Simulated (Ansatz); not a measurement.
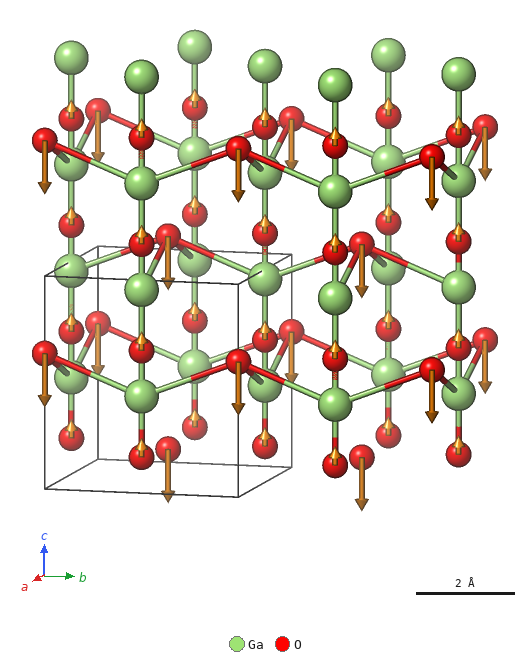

A relaxation of solid Ga$_{2}$O$_{3}$ (a generated structure, set up in I4mm) (coarse preliminary run). The starting structure is drawn; orange arrows show the displacements (the part carried along by the change of the cell is left out), at their true length.

A ball-and-stick model of the conventional cell (2 times the calculation's cell), repeated 1 × 2 × 2 with one cell outlined, seen slightly off an axis. Lengths and directions refer to the drawn axes.

Method: DFT PBE, scalar-relativistic, plane waves, PAW in Ansatz.

Input
```yaml
crystal:
  lattice:
    - [-2.05429597, 2.05429597, 2.20500215]
    - [2.05429597, -2.05429597, 2.20500215]
    - [2.05429597, 2.05429597, -2.20500215]
  atoms:
    - { symbol: Ga, position: [0.95441803, 0.45441803, 0.5] }
    - { symbol: Ga, position: [0.45441803, 0.95441803, 0.5] }
    - { symbol: O, position: [0.63617337, 0.63617337, 0.0] }
    - { symbol: O, position: [0.16897028, 0.66897028, 0.5] }
    - { symbol: O, position: [0.66897028, 0.16897028, 0.5] }
basis:
  ecutwfc: 420
kpoints:
  mp_grid: { grid: [6, 6, 6] }
hamiltonian:
  xc: pbe
scf:
  occupations: { method: gaussian, width: 0.1 }
  lower_state_search: "off"
output:
  forces: true
  stress: true
  eigenvalues: true
relax:
  adjacent_minimum: "off"
  f_tol: 0.04
  max_steps: 70
  cell: { stress_tol: 0.4 }
```

Run as
```bash
ansatz run input.yaml --threads 1 --pin off --max-ram 2560MiB --backend cpu --events-out ev --progress --plain --runs-dir out
```

### Which element moves most?

Oxygen: up to 1.12 Å, against 0.16 Å for gallium.

### Describe the change and its energy.

Over 17 accepted moves (20 points after the start) the energy falls by 24019 meV per atom. The largest force component goes from 170 to 0.0013 eV/Å. Pressure: 941.53 GPa at the start and 0.04 GPa at the end. The SCF was repeated 3 times at an unchanged geometry on a basis and grid sized afresh for the cell, which shifted the energy by 844 meV per atom at most. The atom that moves furthest relative to the cell is O3 (1.12 Å along −c). By element the largest moves are O 1.12 Å, Ga 0.16 Å. The drawn cell changes as follows: a = b 4.109 → 4.337 Å (+5.6 %), c 4.410 → 7.033 Å (+59.5 %); the volume changes by +77.7 %. Some distances before and after: Ga1–Ga2 2.205 → 3.516 Å, Ga1–O4 0.946 → 1.758 Å, Ga1–O5 1.259 → 1.758 Å, Ga1–O3 2.205 → 2.169 Å. Bonds break: Ga1–Ga2 (2.21 → 3.52 Å). Among the angles between lasting bonds that change: O3–Ga1–O3 137.4° → 180.0°, Ga1–O3–Ga1 137.4° → 180.0°, O3–Ga1–O5 111.3° → 90.0°. The space group (tolerance 0.01 Å) goes from I4mm (No. 107) to I4/mmm (No. 139).
